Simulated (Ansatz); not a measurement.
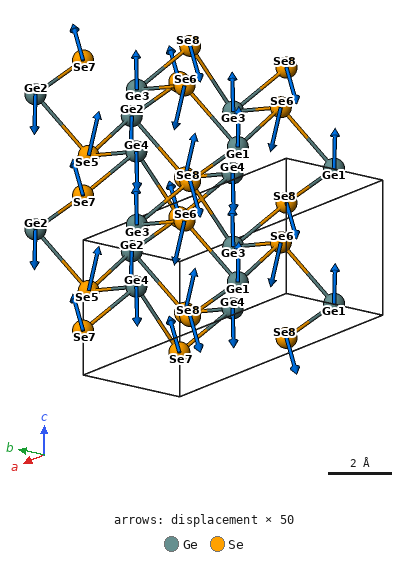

This is a relaxation of crystalline GeSe (a generated structure, set up in Pnma). The starting structure is drawn; blue arrows show the displacements, magnified 50 times.

A ball-and-stick model of the cell of the calculation, repeated 1 × 2 × 2 with one cell outlined, seen from a free direction.

Computed with DFT, PBE, plane-wave PAW, default files, scalar-relativistic in Ansatz. Settings: plane-wave cutoff 420 eV; k-point mesh 4 × 11 × 10; occupations fermi dirac; smearing width 0.02 eV; no spin polarisation; atoms relaxed in a fixed cell; force threshold 0.02 eV/Å; at most 60 steps.

Q: Describe the change and its energy.

A: The largest moves, 0.030 Å, are those of Se5, Se6, Se7 and Se8. Se7 goes roughly along [1 0 3]. By element the largest moves are Se 0.030 Å, Ge 0.027 Å. The cell stays as it was. Near-neighbour distances that change, for instance: Ge1–Se6 2.628 → 2.593 Å. The space group stays Pnma (No. 62). The energy falls by 27.0 meV per cell of the calculation in 3 geometry steps. Largest force component: 0.24 eV/Å at the start, 0.015 eV/Å at the end. The run took 3.9 min on 1 thread of Intel(R) Xeon(R) 6975P-C (Granite Rapids), on a shared host, peak memory 1.3 GiB.
